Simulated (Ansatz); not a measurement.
**Field-gradient calculation of MnSi53 (charge −1) (part 3 of 3)**

Continued. System: MnSi53 (defect cell, 54 atoms in the cell, total charge −1). Method: DFT, PBE, plane-wave PAW, default files, scalar-relativistic, spin-polarised (Ansatz 0.2.0); cutoff 420 eV, 2×2×2 k-mesh, Fermi–Dirac smearing of 0.01 eV, collinear spins. The structure derives from an entry of the Crystallography Open Database. It belongs to a series of runs on one base structure; here: Mn on a Si site, charge -1, host positions.

### Output, continued
```
  k-point 2 ↑: bands = ["-73.7480", "-42.5123", "-42.5123", "-42.5123", "-5.2063", "-5.1619", "-4.7526", "-4.7284", "-4.7284", "-4.5487", "-3.4241", "-3.4168", "-3.4168", "-3.4135", "-3.3817", "-3.3433", "-3.3433", "-3.3198", "-3.2224", "-3.2080", "-3.2080", "-3.2038", "-3.1345", "-3.1345", "-3.1009", "-2.4271", "-1.5214", "-1.5132", "-1.4259", "-1.4216", "-1.4216", "-1.4087", "-1.3605", "-1.3415", "-1.3415", "-0.8237", "-0.3468", "-0.3468", "-0.3432", "-0.3385", "-0.2152", "-0.2152", "-0.2074", "0.0948", "0.6241", "0.6248", "0.6248", "0.6448", "0.6609", "0.7619", "0.7619", "1.7790", "2.5413", "2.5413", "2.5641", "2.5962", "2.6110", "2.6267", "2.6267", "2.6291", "2.6328", "2.6328", "2.6368", "2.6697", "2.6762", "2.6762", "2.6892", "2.7185", "2.9269", "2.9269", "2.9502", "3.0411", "3.4277", "3.4277", "3.4450", "3.4479", "3.4763", "3.4763", "3.5999", "3.5999", "3.6387", "3.7430", "3.8167", "3.8553", "3.8553", "3.8584", "3.8584", "3.9474", "3.9474", "3.9617", "4.0240", "4.0606", "4.1720", "4.1720", "4.2101", "4.3817", "4.3913", "4.3913", "4.4929", "4.5067", "4.5352", "4.5960", "4.6161", "4.6161", "4.8555", "4.8555", "4.9908", "5.0256", "5.2108", "5.2108", "5.4160", "5.4160", "5.7238", "5.8236", "6.1435", "6.8979", "6.8979", "7.0773", "7.0964", "7.9951", "8.0376", "8.3079", "8.3151", "8.3161", "8.3161", "8.3664", "8.3664", "8.7330", "8.7716", "9.0309", "9.0414", "9.0414", "9.0493", "9.0495", "9.0495", "9.0557", "9.0612", "9.1428", "9.2270", "9.2657", "9.2657", "9.2707", "9.2958", "9.3219", "9.3219", "9.3514", "9.3514", "9.6567", "9.8241", "9.8492", "9.8644", "9.9140", "9.9140", "9.9815", "10.0060", "10.0060", "10.0300", "10.0458", "10.0691", "10.0691", "10.1703", "10.1877", "10.1877", "10.2230", "10.2514", "10.4055", "10.4132", "10.4236", "10.4236", "10.4434"]
  k-point 2 ↓: bands = ["-70.6853", "-39.5084", "-39.5084", "-39.5084", "-5.2119", "-5.1668", "-4.7582", "-4.7336", "-4.7336", "-4.5493", "-3.4294", "-3.4219", "-3.4219", "-3.4182", "-3.3849", "-3.3487", "-3.3487", "-3.3235", "-3.2287", "-3.2121", "-3.2121", "-3.2068", "-3.1396", "-3.1396", "-3.1073", "-2.4179", "-1.5234", "-1.5191", "-1.4320", "-1.4236", "-1.4236", "-1.4069", "-1.3694", "-1.3504", "-1.3504", "-0.8194", "-0.3523", "-0.3523", "-0.3485", "-0.3402", "-0.2184", "-0.2184", "-0.2145", "0.1076", "0.6206", "0.6252", "0.6252", "0.6423", "0.6597", "0.7577", "0.7577", "1.8528", "2.5592", "2.5625", "2.5625", "2.6160", "2.6221", "2.6221", "2.6225", "2.6240", "2.6297", "2.6297", "2.6327", "2.6652", "2.6899", "2.6899", "2.7129", "2.7186", "2.9362", "2.9362", "2.9773", "3.0894", "3.4355", "3.4355", "3.4787", "3.4998", "3.4998", "3.5043", "3.6041", "3.6041", "3.6363", "3.7671", "3.8684", "3.8730", "3.8730", "3.9046", "3.9557", "3.9641", "3.9641", "3.9923", "4.0326", "4.1858", "4.1858", "4.1914", "4.4708", "4.4708", "4.4801", "4.4889", "4.5175", "4.5317", "4.7758", "4.8102", "4.8102", "4.9043", "5.0510", "5.0510", "5.3383", "5.3383", "5.7027", "5.7226", "5.8412", "5.8412", "6.8498", "6.9429", "7.4055", "7.4319", "7.4698", "7.7359", "7.7359", "7.9880", "8.0340", "8.3020", "8.3078", "8.3094", "8.3094", "8.3766", "8.3766", "8.8308", "8.9083", "9.0278", "9.0359", "9.0359", "9.0385", "9.0403", "9.0403", "9.0548", "9.0600", "9.1290", "9.2468", "9.2744", "9.2744", "9.3199", "9.3271", "9.3271", "9.3353", "9.4083", "9.4083", "9.7646", "9.8432", "9.8615", "9.9063", "9.9063", "9.9421", "9.9712", "9.9993", "9.9993", "10.0293", "10.0593", "10.0701", "10.0701", "10.1621", "10.1928", "10.1928", "10.2517", "10.2735", "10.4016", "10.4053", "10.4164", "10.4164", "10.4355"]
--- Löwdin populations: 54 sites ---
  site symbol       q [e]    m [muB]
     0     Mn     14.3811     3.1364
     1     Si      3.9753     0.0100
     2     Si      3.9753     0.0100
     3     Si      3.9753     0.0100
     4     Si      3.9737    -0.0083
     5     Si      3.9753     0.0100
     6     Si      3.9753     0.0100
     7     Si      3.9753     0.0100
     8     Si      3.9751    -0.0033
     9     Si      3.9753     0.0100
    10     Si      3.9737    -0.0083
    11     Si      3.9753     0.0100
    12     Si      3.9737    -0.0083
    13     Si      3.9737    -0.0083
    14     Si      3.9736    -0.0025
    15     Si      3.9753     0.0100
    16     Si      3.9736    -0.0025
    17     Si      3.9736    -0.0025
    18     Si      3.9753     0.0100
    19     Si      3.9753     0.0100
    20     Si      3.9751    -0.0033
    21     Si      3.9753     0.0100
    22     Si      3.9736    -0.0025
    23     Si      3.9736    -0.0025
    24     Si      3.9751    -0.0033
    25     Si      3.9736    -0.0025
    26     Si      3.9751    -0.0033
    27     Si      4.1710    -0.0884
    28     Si      4.1710    -0.0884
    29     Si      3.9738    -0.0025
    30     Si      4.1710    -0.0884
    31     Si      3.9746    -0.0084
    32     Si      3.9746    -0.0084
    33     Si      3.9738    -0.0025
    34     Si      3.9746    -0.0084
    35     Si      3.9738    -0.0025
    36     Si      4.1710    -0.0884
    37     Si      3.9746    -0.0084
    38     Si      3.9746    -0.0084
    39     Si      3.9746    -0.0084
    40     Si      3.9745    -0.0039
    41     Si      3.9746    -0.0084
    42     Si      3.9746    -0.0084
    43     Si      3.9746    -0.0084
    44     Si      3.9763    -0.0075
    45     Si      3.9738    -0.0025
    46     Si      3.9746    -0.0084
    47     Si      3.9738    -0.0025
    48     Si      3.9746    -0.0084
    49     Si      3.9746    -0.0084
    50     Si      3.9763    -0.0075
    51     Si      3.9738    -0.0025
    52     Si      3.9763    -0.0075
    53     Si      3.9763    -0.0075
  spilling = 0.009547 (of n_electrons = 228.000000)
```

### File populations.tsv
```
# site	symbol	l	j	q_up	q_dn
# orbitals = lowdin
# n_electrons = 228.000000
# spilling = 0.009547
0	Mn	0_3S	-	0.998359	0.998529
0	Mn	0_4S	-	0.309449	0.266118
0	Mn	1_3P	-	2.993546	2.992912
0	Mn	2_3D	-	4.457394	1.364822
1	Si	0_3S	-	0.597025	0.596869
1	Si	1_3P	-	1.395634	1.385815
2	Si	0_3S	-	0.597025	0.596869
2	Si	1_3P	-	1.395634	1.385815
3	Si	0_3S	-	0.597025	0.596869
3	Si	1_3P	-	1.395634	1.385815
4	Si	0_3S	-	0.590792	0.592681
4	Si	1_3P	-	1.391908	1.398365
5	Si	0_3S	-	0.597025	0.596869
5	Si	1_3P	-	1.395634	1.385815
6	Si	0_3S	-	0.597025	0.596869
6	Si	1_3P	-	1.395634	1.385815
7	Si	0_3S	-	0.597025	0.596869
7	Si	1_3P	-	1.395634	1.385815
8	Si	0_3S	-	0.591003	0.593744
8	Si	1_3P	-	1.394909	1.395421
9	Si	0_3S	-	0.597025	0.596869
9	Si	1_3P	-	1.395634	1.385815
10	Si	0_3S	-	0.590792	0.592681
10	Si	1_3P	-	1.391908	1.398365
11	Si	0_3S	-	0.597025	0.596869
11	Si	1_3P	-	1.395634	1.385815
12	Si	0_3S	-	0.590792	0.592681
12	Si	1_3P	-	1.391908	1.398365
13	Si	0_3S	-	0.590792	0.592681
13	Si	1_3P	-	1.391908	1.398365
14	Si	0_3S	-	0.590600	0.593486
14	Si	1_3P	-	1.394948	1.394538
15	Si	0_3S	-	0.597025	0.596869
15	Si	1_3P	-	1.395634	1.385815
16	Si	0_3S	-	0.590600	0.593486
16	Si	1_3P	-	1.394948	1.394538
17	Si	0_3S	-	0.590600	0.593486
17	Si	1_3P	-	1.394948	1.394538
18	Si	0_3S	-	0.597025	0.596869
18	Si	1_3P	-	1.395634	1.385815
19	Si	0_3S	-	0.597025	0.596869
19	Si	1_3P	-	1.395634	1.385815
20	Si	0_3S	-	0.591003	0.593744
20	Si	1_3P	-	1.394909	1.395421
21	Si	0_3S	-	0.597025	0.596869
21	Si	1_3P	-	1.395634	1.385815
22	Si	0_3S	-	0.590600	0.593486
22	Si	1_3P	-	1.394948	1.394538
23	Si	0_3S	-	0.590600	0.593486
23	Si	1_3P	-	1.394948	1.394538
24	Si	0_3S	-	0.591003	0.593744
24	Si	1_3P	-	1.394909	1.395421
25	Si	0_3S	-	0.590600	0.593486
25	Si	1_3P	-	1.394948	1.394538
26	Si	0_3S	-	0.591003	0.593744
26	Si	1_3P	-	1.394909	1.395421
27	Si	0_3S	-	0.631790	0.640933
27	Si	1_3P	-	1.409550	1.488775
28	Si	0_3S	-	0.631790	0.640933
28	Si	1_3P	-	1.409550	1.488775
29	Si	0_3S	-	0.599201	0.593212
29	Si	1_3P	-	1.386432	1.394968
30	Si	0_3S	-	0.631790	0.640933
30	Si	1_3P	-	1.409550	1.488775
31	Si	0_3S	-	0.590824	0.592165
31	Si	1_3P	-	1.392260	1.399308
32	Si	0_3S	-	0.590824	0.592165
32	Si	1_3P	-	1.392260	1.399308
33	Si	0_3S	-	0.599201	0.593212
33	Si	1_3P	-	1.386432	1.394968
34	Si	0_3S	-	0.590824	0.592165
34	Si	1_3P	-	1.392260	1.399308
35	Si	0_3S	-	0.599201	0.593212
35	Si	1_3P	-	1.386432	1.394968
36	Si	0_3S	-	0.631790	0.640933
36	Si	1_3P	-	1.409550	1.488775
37	Si	0_3S	-	0.590824	0.592165
37	Si	1_3P	-	1.392260	1.399308
38	Si	0_3S	-	0.590824	0.592165
38	Si	1_3P	-	1.392260	1.399308
39	Si	0_3S	-	0.590824	0.592165
39	Si	1_3P	-	1.392260	1.399308
40	Si	0_3S	-	0.590680	0.590551
40	Si	1_3P	-	1.394608	1.398656
41	Si	0_3S	-	0.590824	0.592165
41	Si	1_3P	-	1.392260	1.399308
42	Si	0_3S	-	0.590824	0.592165
42	Si	1_3P	-	1.392260	1.399308
43	Si	0_3S	-	0.590824	0.592165
43	Si	1_3P	-	1.392260	1.399308
44	Si	0_3S	-	0.590783	0.590620
44	Si	1_3P	-	1.393605	1.401272
45	Si	0_3S	-	0.599201	0.593212
45	Si	1_3P	-	1.386432	1.394968
46	Si	0_3S	-	0.590824	0.592165
46	Si	1_3P	-	1.392260	1.399308
47	Si	0_3S	-	0.599201	0.593212
47	Si	1_3P	-	1.386432	1.394968
48	Si	0_3S	-	0.590824	0.592165
48	Si	1_3P	-	1.392260	1.399308
49	Si	0_3S	-	0.590824	0.592165
49	Si	1_3P	-	1.392260	1.399308
50	Si	0_3S	-	0.590783	0.590620
50	Si	1_3P	-	1.393605	1.401272
51	Si	0_3S	-	0.599201	0.593212
51	Si	1_3P	-	1.386432	1.394968
52	Si	0_3S	-	0.590783	0.590620
52	Si	1_3P	-	1.393605	1.401272
53	Si	0_3S	-	0.590783	0.590620
53	Si	1_3P	-	1.393605	1.401272
```

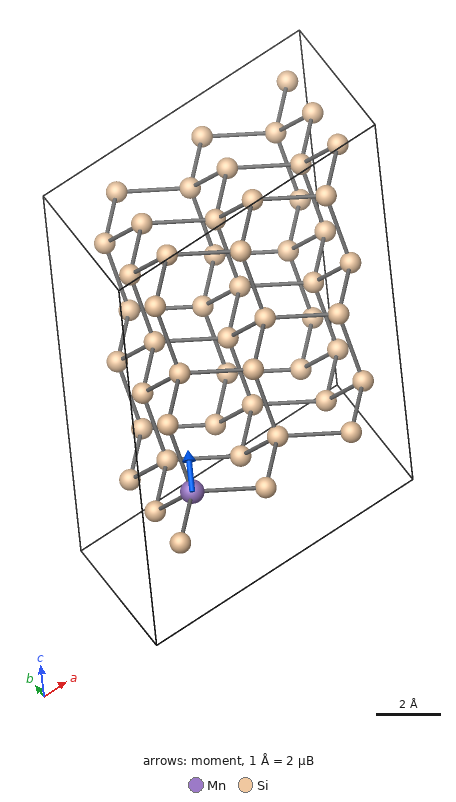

Figure 1. Magnetic moments of the sites as blue arrows (ball-and-stick view of the cell of the calculation, seen slightly off an axis); small moments hardly show. The run is collinear, so the axis drawn is arbitrary. Site moments: Mn1 (2.72 μB). They are counted near the atoms and needn't add up to the moment of the cell. Atoms are counted from 1 in the order of the input.

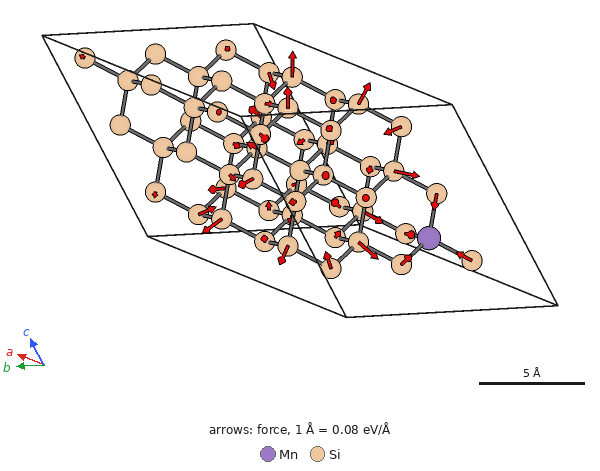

Figure 2. Forces on the atoms as red arrows (ball-and-stick view of the cell of the calculation, seen at an oblique angle); the smallest are left out. The largest act on Si2, Si3, Si4, Si6, Si7, Si8 and 6 more (0.10 eV/Å); Si30, Si34, Si36, Si46, Si48, Si52 (0.08 eV/Å); Si28, Si29, Si31, Si37 (0.07 eV/Å); Si5, Si11, Si13, Si14 (0.05 eV/Å), among others. Atoms are counted from 1 in the order of the input and aren't labelled in the picture. The geometry is not a stationary point of this energy.

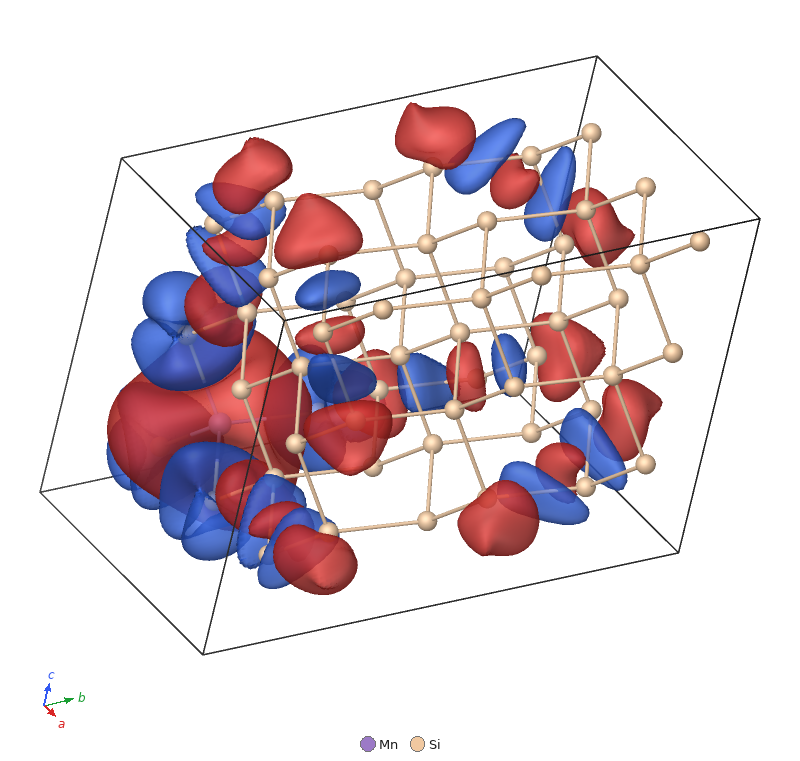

Figure 3. Isosurfaces of the spin density (up minus down) at +0.0015 (red) and −0.0015 e/Å³ (blue), seen slightly off an axis. Sticks mark near contacts. The outline is the calculation cell. The spin density sits on Mn: +2.7 μB in one cell of 54 atoms: a single local moment. The cell of the calculation (54 atoms) carries 2.7 μB net. Core electrons are frozen (PAW), so the fields are smoothed inside the atomic spheres.

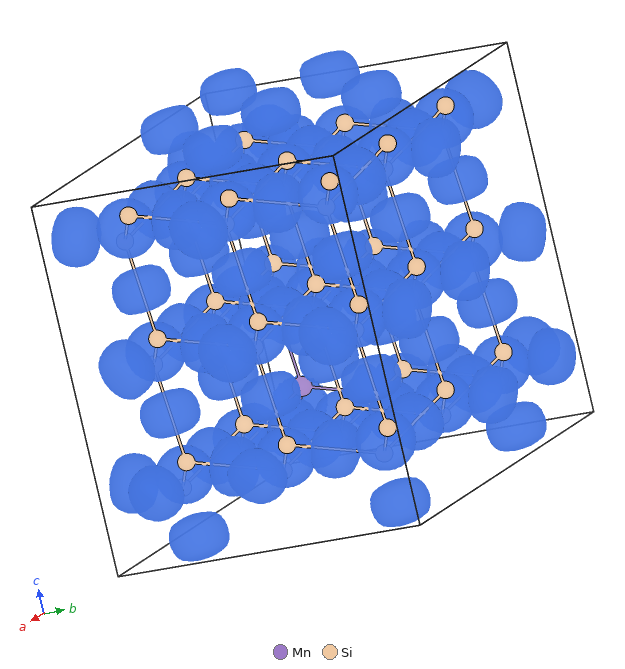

Figure 4. Isosurface of the electron localisation function at 0.8 (blue), seen slightly off an axis. Only the valence region is drawn (cores and ρ < 0.01 e/Å³ removed). Sticks mark near contacts. The outline is the calculation cell. The ELF exceeds this value in 104 regions between bonded Si–Si atoms (shared pairs) and four lobes of the valence shell of Si pointing towards Mn, counted in one cell of 54 atoms.  Values along the shortest contacts: Mn–Si (2.35 Å): the ELF is about 0.70 at the midpoint.

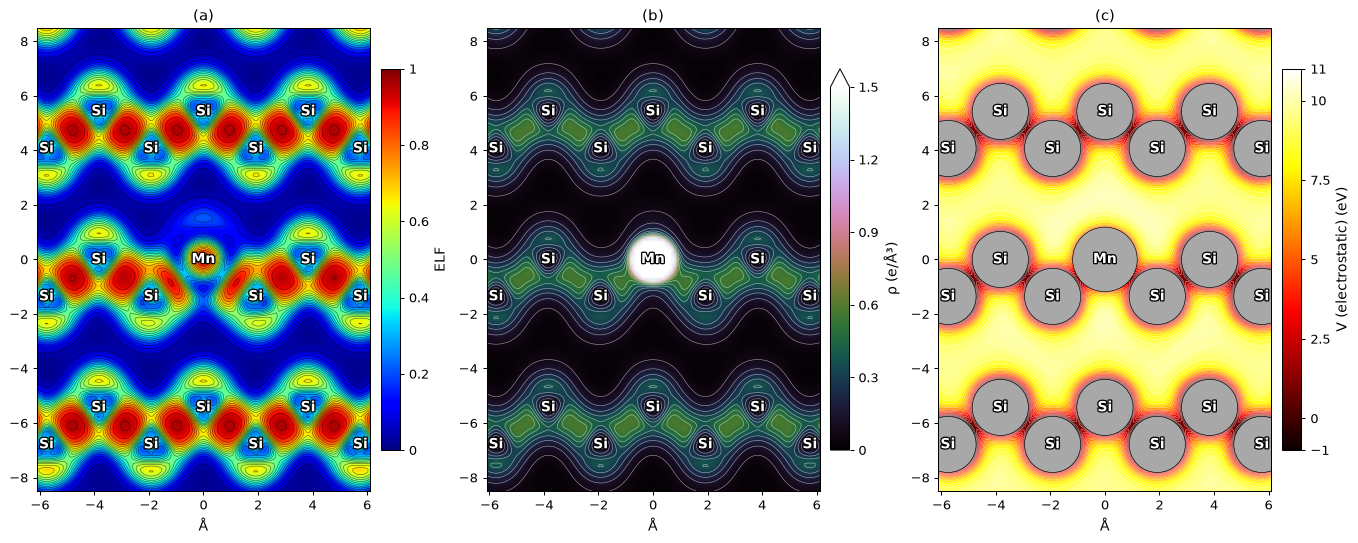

Figure 5. (a) electron localisation function; (b) valence pseudo-density; (c) electrostatic potential (local pseudopotential plus Hartree) felt by an electron on the (11̄0) plane of the calculation cell. Grey discs, where drawn, cover atomic cores. Atoms in the plane: Mn and Si. Mn–Si (2.35 Å): ρ at the midpoint is about 0.54 e/Å³; the ELF is about 0.70 at the midpoint. Away from the nuclei the density in this plane falls to 0.02 e/Å³ at its lowest. The strong features right at Mn lie inside the PAW spheres (semicore, d or f shells) and say nothing about bonding. Outside the cores the potential energy rises away from the atoms and is highest about 2.2 Å from the nearest atoms; outside the discs it spans about 10 eV, and its zero is arbitrary.

### Summary

| quantity | value |
| --- | --- |
| outcome | converged |
| electrons treated | 228 |
| free energy | −37587.2338 eV |
| Fermi energy | 6.904 eV |
| net moment of the cell | 2.74 μB |
| integrated absolute moment | 3.94 μB |
| pressure | 1.86 GPa |
| field gradient V_zz (10²¹ V/m²) | Mn 0.0000, Si 0.40, Si 0.40, Si 0.40, Si 0.0988, Si 0.40, Si 0.40, Si 0.40 (the first 8 of 54 sites) |
| largest force (length of the vector) | 0.104 eV/Å |
| wall time | 52 s (CPU time 3.4 min) |
| peak memory | 4 GiB |

### Notes

The cell is charged and computed with a neutralising background, so its energy and pressure depend on the cell and aren't those of a real crystal.
